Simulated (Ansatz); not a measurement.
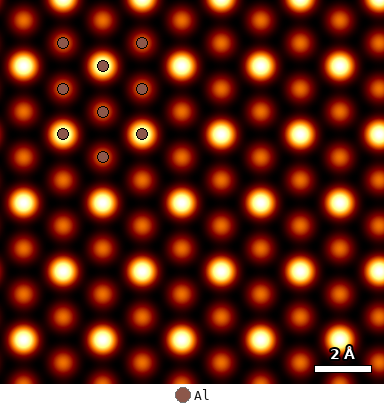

Z-contrast image of Al (P6_3/mmc, No. 194) along [001]. Simulation: incoherent imaging, intensity Z^1.6 per atom, probe width 0.88 Å, thin sample. The probe carries 15 % of its weight in a tail 2.5 times as wide. Structure used: the input geometry of an electronic-structure calculation (not necessarily at equilibrium); the starting structure was generated, so it need not be a known form of this composition.

Coloured dots in one corner mark the columns of the model.

### Describe what the image shows.

The columns repeat on a hexagonal net with a repeat of 2.88 Å (plane group p6mm). The brightest columns hold 2 Al per repeat; in falling brightness follow 1 Al (about 45 %). Brightness is counted from the darkest point of the image. The shortest distance between visible columns is 1.66 Å in projection. Along the beam the structure repeats every 9.73 Å.
